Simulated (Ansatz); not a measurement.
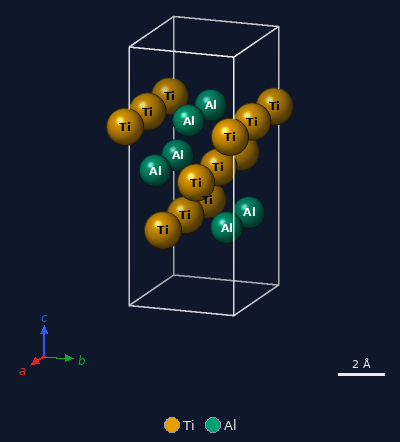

Figure 1. The structure as given in the input (spheres-only view of the cell of the calculation, with the vacuum cut short, seen slightly off an axis). An atom can appear more than once, as a periodic image.

## Run report: TiAl, single-point calculation

The run: single-point calculation of TiAl (slab, 12 atoms in the cell). Method and program: DFT PBE+D3(BJ), scalar-relativistic, plane waves, PAW, PAW set soft_1, no spin polarisation (Ansatz 0.2.0).

The structure derives from an entry of the Crystallography Open Database. Figures and captions count atoms from 1; the log counts them from 0 in places.

**The input**
```yaml
crystal:
  lattice:
    - [5.5640821095, 0.0, 0.0]
    - [0.0, 4.8847198225, 0.0]
    - [0.0, 0.0, 23.3742850469]
  atoms:
    - { symbol: Ti, position: [0.0, 0.3243752816, 0.1711282288] }
    - { symbol: Ti, position: [0.5, 0.3243752816, 0.1711282288] }
    - { symbol: Al, position: [0.25, 0.8243752816, 0.1711282288] }
    - { symbol: Al, position: [0.75, 0.8243752816, 0.1711282288] }
    - { symbol: Ti, position: [0.0, 0.6397042936, 0.2694587923] }
    - { symbol: Ti, position: [0.5, 0.6397042936, 0.2694587923] }
    - { symbol: Al, position: [0.25, 0.1422937039, 0.2684064513] }
    - { symbol: Al, position: [0.75, 0.1422937039, 0.2684064513] }
    - { symbol: Ti, position: [0.0, 0.9635566715, 0.364040114] }
    - { symbol: Ti, position: [0.5, 0.9635566715, 0.364040114] }
    - { symbol: Al, position: [0.25, 0.4605914975, 0.3711037591] }
    - { symbol: Al, position: [0.75, 0.4605914975, 0.3711037591] }
basis:
  ecutwfc: 420
kpoints:
  mp_grid: { grid: [5, 6, 1] }
hamiltonian:
  xc: pbe
  pseudopotentials: { kind: paw, azcp: { folder: soft_1 } }
  dispersion: d3bj
scf:
  occupations: { method: gaussian, width: 0.1 }
output:
  forces: true
  eigenvalues: true
  write_density: true
  write_potential: true
  elf: true
  volumetric_format: npy
efield:
  axis: 3
  dipole_correction: true
  ramp_width: 0.04
```

Machine: 4 threads of Arm Neoverse N1, 98 GiB of memory available, shared host.

Run as:
```bash
ansatz run input.yaml --threads 4 --pin off --max-ram 12288MiB --backend cpu --events-out ev --progress --plain --runs-dir out
```

**Output**
```
Engine: ansatz 0.2.0, aarch64-unknown-linux-gnu
Pseudopotentials: kind: paw
Pseudopotential: Ti, paw, valence charge 12, recommended cutoff 420 eV (normal), [file]
Pseudopotential: Al, paw, valence charge 3, recommended cutoff 420 eV (normal), [file]
Functional definition: PBE
  parameter kappa = 0.804
  parameter beta = 0.06672455060314922
  exchange = pbe_x(kappa = kappa, mu = beta*pi^2/3)
  correlation = pbe_c(beta = beta)
Crystal: 12 atoms, lattice volume = 635.289 Å³
Basis set: ecut = 420 eV, 12421 PW (Γ), exchange–correlation on 80×72×320 points (8 copies of the dense FFT grid, shifted against one another)
Bands: 57, of which v1, the nominal top of the filled ones, is band 45 counted from 1 (44 counted from 0)
Symmetry: 4 space group operations
Space group: Pm (ITA 6), of the structure as read, at distance tolerance 8.6e-5 Å
k-points: 12 of 30 (time reversal used)
Non-local potential: Ti, projectors of the file, l = 0: 3, l = 1: 2, l = 2: 3, l = 3: 1
Non-local potential: Al, projectors of the file, l = 0: 2, l = 1: 2, l = 2: 1
PAW form: soft (Blöchl's): semilocal exchange-correlation on the pseudo side does not see the compensation charge
PAW one-centre angular grid: Ti, 590 points (default); XC on 64 Gauss nodes
PAW one-centre angular grid: Al, 110 points (default); XC on 64 Gauss nodes
Initial density: superposition of atomic densities (neutral atoms: chi_scale 0, normalization atom)
Initial wavefunctions: pseudopotential atomic-orbital guess
Functional: x = pbe(κ = 0.804, μ = 0.2195149727645171), c = pbe(β = 0.06672455060314922)
SCF iter   1: F=—  HF=-18232.459430 eV  |F-HF|=—  |Δ(HF+E_count)|=         —  Δρ=3.59e-2  dr2=5.45e1  ethr=3.10e-3  p=-0.000 e·Å  D=-2.56e-7 V/Å  ΔV_dip=0.00 eV  dr2_dipole=9.00e-2  V_vac-E_F(+/−)=7.80/7.80 eV  ⟨swp⟩=10.0  Hψ=3634  notcnv=0
efield: sawtooth ramp at fractional position 0.7511 (placed from the atoms, in the widest stretch of the axis that holds none; the zero of the levels goes with the place), width 0.0400; the density the first Hamiltonian is built on has a dipole p = -0.000 e·Å; the dipole correction subtracts the counter field D = -2.56e-7 V/Å, which shifts the + side's vacuum level by +0.00 eV against the − side's; the planar-averaged density in the ramp window peaks in size at 8.0e-7 e/Å³
preconditioner: auto → LDOS  [metal: Δε(μ)=0.021 eV  Ē_g=3.892 eV  σ=0.100 eV  W_gap=0.12  n_scr=90 (ndim 8)  ℏωp=9.5 eV  f_vac=0.588  D(μ)=8.66/eV (n_scr^D=42)  β→1.0]
SCF iter   2: F=—  HF=-18229.041356 eV  |F-HF|=—  |Δ(HF+E_count)|=    3.42e0  Δρ=3.73e-2  dr2=5.26e1  ethr=3.10e-3  p=-0.016 e·Å  D=-4.49e-3 V/Å  ΔV_dip=0.11 eV  dr2_dipole=3.47e-1  V_vac-E_F(+/−)=3.05/2.95 eV  ⟨swp⟩=4.9  Hψ=1852  notcnv=0  defer=47
SCF iter   3: F=—  HF=-18226.215366 eV  |F-HF|=—  |Δ(HF+E_count)|=    2.83e0  Δρ=9.14e-3  dr2=2.84e0  ethr=3.10e-3  p=-0.002 e·Å  D=-6.09e-4 V/Å  ΔV_dip=0.01 eV  dr2_dipole=1.47e-2  V_vac-E_F(+/−)=5.21/5.20 eV  ⟨swp⟩=4.2  Hψ=1650  notcnv=0  defer=39
SCF iter   4: F=—  HF=-18226.024663 eV  |F-HF|=—  |Δ(HF+E_count)|=   1.91e-1  Δρ=2.82e-3  dr2=1.34e-1  ethr=3.10e-3  p=-0.016 e·Å  D=-4.61e-3 V/Å  ΔV_dip=0.11 eV  dr2_dipole=9.87e-3  V_vac-E_F(+/−)=4.55/4.44 eV  ⟨swp⟩=2.2  Hψ=831  notcnv=0  defer=37
SCF iter   5: F=—  HF=-18226.016413 eV  |F-HF|=—  |Δ(HF+E_count)|=   8.25e-3  Δρ=1.59e-3  dr2=5.12e-2  ethr=1.49e-4  p=-0.020 e·Å  D=-5.76e-3 V/Å  ΔV_dip=0.13 eV  dr2_dipole=4.82e-4  V_vac-E_F(+/−)=4.31/4.17 eV  ⟨swp⟩=3.2  Hψ=1237  notcnv=0  defer=37
SCF iter   6: F=—  HF=-18226.019382 eV  |F-HF|=—  |Δ(HF+E_count)|=   2.97e-3  Δρ=8.23e-4  dr2=1.64e-2  ethr=5.69e-5  p=-0.019 e·Å  D=-5.47e-3 V/Å  ΔV_dip=0.13 eV  dr2_dipole=8.78e-5  V_vac-E_F(+/−)=4.30/4.17 eV  ⟨swp⟩=1.3  Hψ=697  notcnv=0  defer=37
SCF iter   7: F=—  HF=-18226.019562 eV  |F-HF|=—  |Δ(HF+E_count)|=   1.81e-4  Δρ=2.38e-4  dr2=1.07e-3  ethr=1.82e-5  p=-0.019 e·Å  D=-5.29e-3 V/Å  ΔV_dip=0.12 eV  dr2_dipole=1.39e-4  V_vac-E_F(+/−)=4.30/4.17 eV  ⟨swp⟩=1.8  Hψ=714  notcnv=0  defer=37
SCF iter   8: F=—  HF=-18226.019754 eV  |F-HF|=—  |Δ(HF+E_count)|=   1.91e-4  Δρ=6.50e-5  dr2=2.02e-5  ethr=1.19e-6  p=-0.018 e·Å  D=-4.99e-3 V/Å  ΔV_dip=0.12 eV  dr2_dipole=8.95e-7  V_vac-E_F(+/−)=4.30/4.18 eV  ⟨swp⟩=2.0  Hψ=842  notcnv=0  defer=37
SCF iter   9: F=—  HF=-18226.019621 eV  |F-HF|=—  |Δ(HF+E_count)|=   1.32e-4  Δρ=2.90e-5  dr2=4.94e-6  ethr=2.25e-8  p=-0.017 e·Å  D=-4.90e-3 V/Å  ΔV_dip=0.11 eV  dr2_dipole=3.11e-7  V_vac-E_F(+/−)=4.29/4.18 eV  ⟨swp⟩=3.5  Hψ=1454  notcnv=0  defer=37
SCF iter  10: F=—  HF=-18226.019628 eV  |F-HF|=—  |Δ(HF+E_count)|=   6.24e-6  Δρ=1.02e-5  dr2=7.46e-7  ethr=5.49e-9  p=-0.017 e·Å  D=-4.85e-3 V/Å  ΔV_dip=0.11 eV  dr2_dipole=3.52e-8  V_vac-E_F(+/−)=4.29/4.18 eV  ⟨swp⟩=2.8  Hψ=1248  notcnv=0  defer=37
SCF iter  11: F=—  HF=-18226.019629 eV  |F-HF|=—  |Δ(HF+E_count)|=   1.13e-6  Δρ=3.93e-6  dr2=1.25e-7  ethr=8.29e-10  p=-0.017 e·Å  D=-4.83e-3 V/Å  ΔV_dip=0.11 eV  dr2_dipole=4.48e-9  V_vac-E_F(+/−)=4.29/4.18 eV  ⟨swp⟩=2.4  Hψ=1045  notcnv=0  defer=37
SCF iter  12: F=-18226.019629 eV  HF=-18226.019629 eV  |F-HF|=3.49e-8  |Δ(HF+E_count)|=   2.81e-7  Δρ=1.00e-6  dr2=1.04e-8  ethr=1.11e-10  p=-0.017 e·Å  D=-4.83e-3 V/Å  ΔV_dip=0.11 eV  dr2_dipole=3.61e-10  V_vac-E_F(+/−)=4.29/4.18 eV  ⟨swp⟩=24.0  Hψ=5941  notcnv=0
SCF 1 converged in 12 iterations: F = -18226.019629 eV  dr2 = 1.04e-8
  greatest PAW one-centre occupation: 0.999 electrons in one spin orbital (limit 2), on the Ti atom at site 9 (counted from 0), in its partial waves of l = 0
```

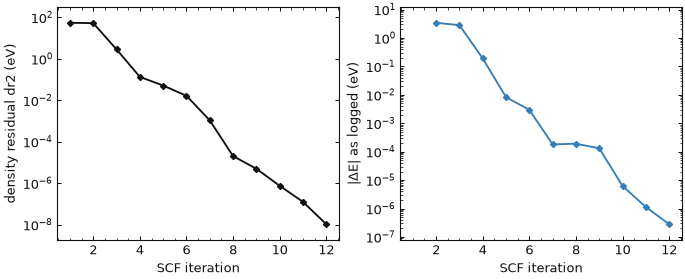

Figure 2. Convergence of the self-consistent field: density residual dr2 and size of the energy change against the SCF iteration. The residual falls at every step.

```
SCF converged after 12 iterations
Free energy (F): -18226.019629 eV
Harris-Foulkes:  -18226.019629 eV  (|F-HF|=3.49e-8)
Internal energy: -18225.948642 eV  (E = F + TS)
E sigma→0 (E₀):  -18225.984136 eV
Entropy (-TS):   -0.070987 eV (-5.916 meV/atom)
Fermi energy:    0.485079 eV
Dipole field:    D = -0.004840 V/Å  (p = -0.016991 e·Å, saw-weighted, corrected)
Work function:   Φ+ = 4.2936 eV   Φ− = 4.1805 eV
Levels:          The Fermi level and band energies are counted from a zero that moves with the ramp; work functions are not
--- Per-component energies (eV) ---
  E_band       = -1927.488353
  E_kinetic    = 1821.919379
  E_local      = -60893.819926  (includes V_loc(G=0)·N_el)
  E_nonlocal   = 430.901446
  E_hartree    = 29411.924694
  E_xc         = -919.852264
  E_vxc        = -1043.180465  (∫ρ·V_xc dr)
  E_paw        = -9072.583555  (= ΣΔE_a)
  E_vpaw       = -1067.124766  (= ΣTr[D̂ρ^β])
  E_aug_tail   = -0.000472  (compensation charges beyond the density's cutoff)
  E_efield     = 0.000041  (sawtooth field / dipole correction)
  E_vefield    = -0.025433  (∫n·V_field dr)
  E_ewald      = 20999.567907
  E_disp       = -4.005892  (pairwise vdW)
  E_smearing   = -0.070987  (= −TS)
  E_closure    = 0.000000  (closes the sum)
  Σ components = -18226.019629   (vs F -18226.019629, Δ=0.00e0)
--- Forces (eV/Å), atoms counted from 1 ---
  atom   1  Ti     0.00000000    -0.01498610     0.31042697
  atom   2  Ti     0.00000000    -0.01498610     0.31042697
  atom   3  Al     0.00000000     0.01162087    -0.30714388
  atom   4  Al     0.00000000     0.01162087    -0.30714388
  atom   5  Ti     0.00000000    -0.00759287     0.00059113
  atom   6  Ti     0.00000000    -0.00759287     0.00059113
  atom   7  Al     0.00000000    -0.00163060     0.00228822
  atom   8  Al     0.00000000    -0.00163060     0.00228822
  atom   9  Ti    -0.00000000     0.01123413    -0.00267945
  atom  10  Ti    -0.00000000     0.01123413    -0.00267945
  atom  11  Al    -0.00000000     0.00135557    -0.00345884
  atom  12  Al    -0.00000000     0.00135557    -0.00345884
  max |Σ_I F_I| component: 4.83e-5 eV/Å
--- Band table (eV; the first three rows and the last of 12) ---
  k-point 0: bands = ["-56.3396", "-56.2730", "-56.2579", "-56.1911", "-55.9188", "-55.8509", "-32.7948", "-32.7320", "-32.7149", "-32.7031", "-32.6617", "-32.6391", "-32.6358", "-32.5706", "-32.5493", "-32.4852", "-32.3948", "-32.3369", "-32.2707", "-32.1930", "-32.1382", "-32.0875", "-32.0319", "-31.8651", "-8.1012", "-6.5579", "-4.9475", "-3.7755", "-3.5569", "-2.8577", "-2.2236", "-1.8597", "-1.7687", "-1.7613", "-1.7129", "-1.4596", "-1.2706", "-1.1744", "-1.1229", "-0.6311", "-0.3941", "-0.1863", "-0.0569", "0.1040", "0.2282", "0.4266", "0.5345", "0.6459", "1.3946", "1.5545", "1.7335", "1.9979", "2.0724", "2.1630", "2.4414", "2.4477", "2.5503"]
  k-point 1: bands = ["-56.3396", "-56.2730", "-56.2579", "-56.1911", "-55.9188", "-55.8509", "-32.7951", "-32.7322", "-32.7148", "-32.7032", "-32.6616", "-32.6392", "-32.6366", "-32.5710", "-32.5499", "-32.4855", "-32.3948", "-32.3368", "-32.2705", "-32.1930", "-32.1381", "-32.0874", "-32.0318", "-31.8652", "-7.9322", "-6.4286", "-4.9082", "-3.8548", "-3.3795", "-2.9003", "-2.8389", "-2.1762", "-2.0859", "-2.0640", "-1.5587", "-1.2064", "-1.1327", "-0.9356", "-0.8325", "-0.4149", "-0.3030", "-0.2281", "-0.0412", "0.1182", "0.1586", "0.4450", "0.5628", "0.7937", "1.2301", "1.4417", "1.6328", "1.8598", "2.0133", "2.0455", "2.3876", "2.4314", "2.6202"]
  k-point 2: bands = ["-56.3395", "-56.2730", "-56.2579", "-56.1910", "-55.9188", "-55.8509", "-32.7957", "-32.7324", "-32.7145", "-32.7034", "-32.6613", "-32.6394", "-32.6382", "-32.5718", "-32.5510", "-32.4860", "-32.3947", "-32.3365", "-32.2701", "-32.1930", "-32.1381", "-32.0873", "-32.0316", "-31.8652", "-7.4708", "-6.2072", "-4.9579", "-3.9972", "-3.5754", "-2.9598", "-2.9036", "-2.8636", "-2.4480", "-1.8443", "-1.6521", "-1.1184", "-1.1054", "-0.9411", "-0.4698", "-0.3577", "-0.1883", "-0.0607", "0.1696", "0.2151", "0.3637", "0.5504", "0.7837", "0.9868", "1.0730", "1.0968", "1.4388", "1.5261", "1.5358", "1.6587", "2.1214", "2.3717", "2.4111"]
  k-point 11: bands = ["-56.3167", "-56.2961", "-56.2349", "-56.2142", "-55.8955", "-55.8745", "-32.7742", "-32.7546", "-32.6814", "-32.6617", "-32.6161", "-32.5954", "-32.5377", "-32.5292", "-32.5090", "-32.4839", "-32.3767", "-32.3224", "-32.3135", "-32.2929", "-32.2154", "-32.0680", "-32.0519", "-32.0508", "-6.4228", "-5.6759", "-5.6328", "-4.8209", "-4.2839", "-3.6351", "-3.2526", "-2.3703", "-1.9611", "-1.5351", "-1.1526", "-0.8274", "-0.6605", "-0.4849", "-0.2706", "-0.2340", "-0.1227", "0.1721", "0.2901", "0.4589", "0.5569", "0.6030", "0.6984", "0.7306", "0.9244", "1.0164", "1.0550", "1.2050", "1.2986", "1.3541", "1.5558", "1.6403", "1.8549"]
```

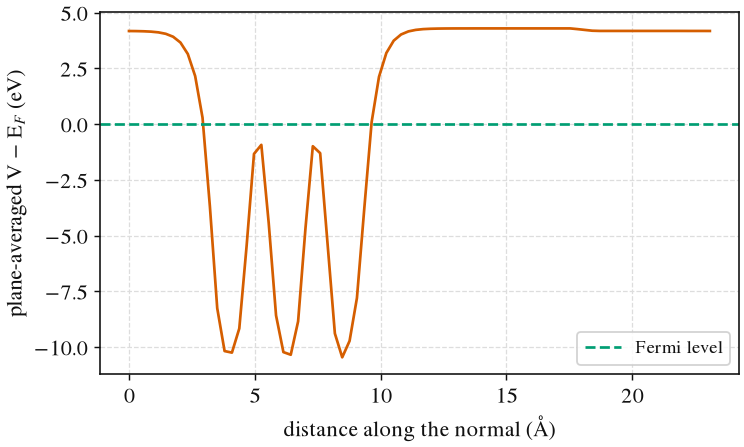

Figure 3. Plane average of the electrostatic potential energy of an electron across the cell, from the Fermi level. The vacuum level lies 4.29 eV above the Fermi level on the upper side and 4.18 eV on the lower.

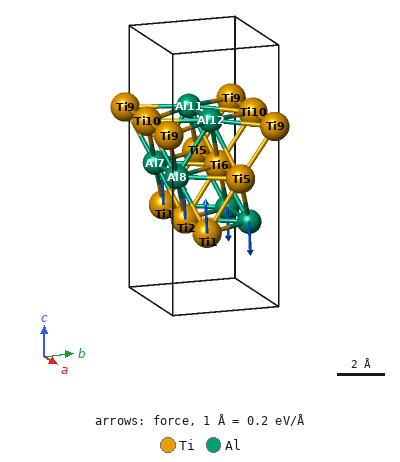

Figure 4. Forces on the atoms as blue arrows (ball-and-stick view of the cell of the calculation, with the vacuum cut short, seen slightly off an axis; atoms are numbered from 1 in the order of the input); the smallest are left out. The largest act on Ti1, Ti2 (0.31 eV/Å); Al3, Al4 (0.31 eV/Å). The geometry is not a stationary point of this energy.

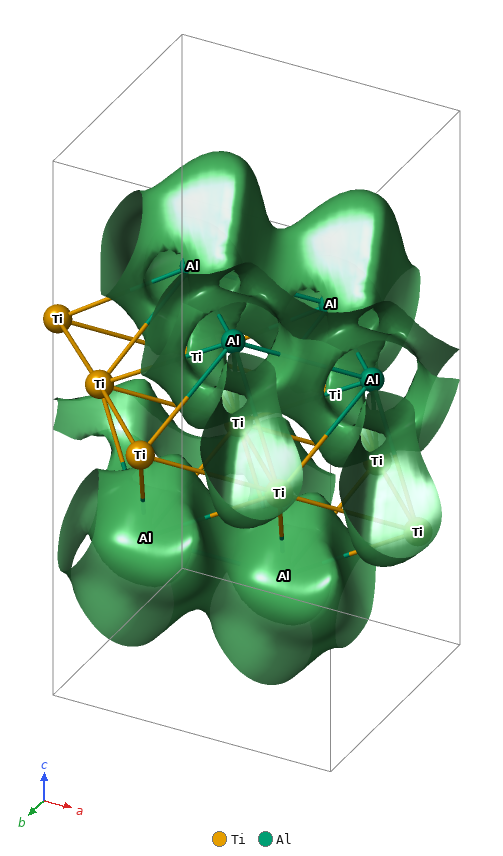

Figure 5. Isosurface of the electron localisation function at 0.6 (green), seen at an oblique angle. Only the valence region is drawn (cores and ρ < 0.01 e/Å³ removed). Sticks mark near contacts. Along the contacts the grid gives the following. Ti–Ti (2.72 Å): the ELF is about 0.30 at the midpoint; no localised pair between them. Al–Al (2.75 Å): the ELF peaks at about 0.70 between the atoms. In a PAW calculation such maps are meaningful between the atoms, not at the nuclei.

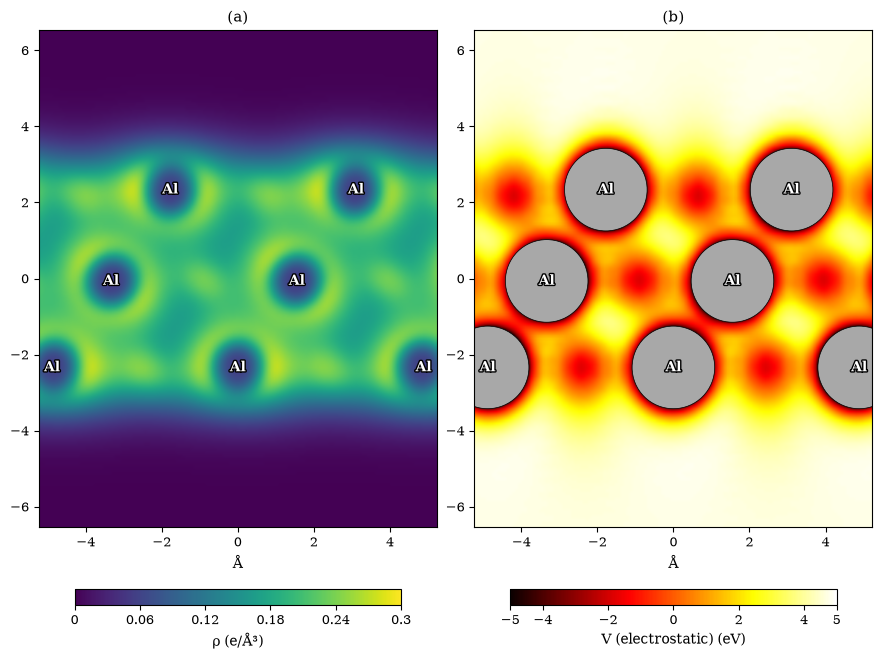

Figure 6. (a) valence pseudo-density; (b) electrostatic potential (local pseudopotential plus Hartree) felt by an electron on the (100) plane of the calculation cell, a cut from vacuum to vacuum. Grey discs, where drawn, cover atomic cores. Atoms in the plane: Al. Al–Al (2.75 Å): ρ is about 0.23 e/Å³ halfway. Al–Al (2.86 Å): ρ is about 0.22 e/Å³ halfway. The density dies away to nearly zero in the vacuum.

**Summary**

| quantity | value |
| --- | --- |
| outcome | converged |
| electrons treated | 90 |
| free energy | −18226.0196 eV |
| work function, top face | 4.29 eV |
| work function, bottom face | 4.18 eV |
| Fermi energy | 0.485 eV |
| gap on the k-point mesh | none (metallic) |
| work function (upper face) | 4.29 eV |
| largest force (length of the vector) | 0.311 eV/Å |
| wall time | 34 s (CPU time 2.1 min) |
| peak memory | 1.2 GiB |
